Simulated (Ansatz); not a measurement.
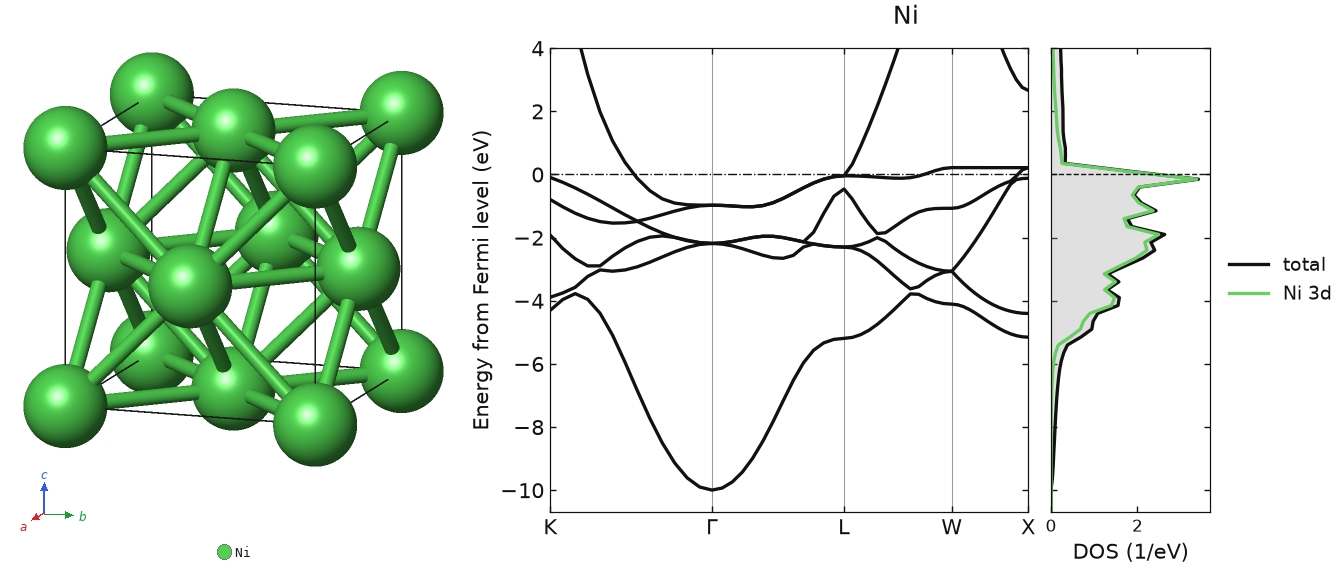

Band structure and density of states, beside the structure. Energies are counted from the Fermi level. The partial curves are projected on Löwdin-orthogonalised atomic shells.

System: Ni, space group Fm-3m (No. 225), 1 atom in the cell, a structure borrowed from another compound.

```
Ni
1.0
     0.00000    1.70472    1.70472
     1.70472    0.00000    1.70472
     1.70472    1.70472    0.00000
Ni
1
Direct
  0.00000 0.00000 0.00000
```

Computed with Ansatz 0.2.0: DFT with r2SCAN, PAW plane waves, no spin polarisation, 13×13×13 k mesh, cold smearing of 0.017 eV.

### Does this material conduct, going by its bands?

A metal: 3 bands cross the Fermi level along this path.

### What is the density of states at the Fermi level?

The density of states at the Fermi level isn't well fixed here: it changes fast, and within 0.3 eV it runs from 0.63 to 3.4 per eV and cell.

### Where is the centre of the Ni 3d band?

Over the range shown, the centre of the Ni 3d weight lies 1.9 eV below the Fermi level, and about 90 % of the shell is filled.

### Where is the tallest peak in the window, and which states make it?

The tallest peak in the window is at −0.2 eV; by projected weight it is Ni 3d almost alone.

The run has no spin polarisation, so a magnetic state may lie lower. The structure was built from a prototype or by substitution, so it need not be a known phase. The cell is at 12 GPa in this functional.
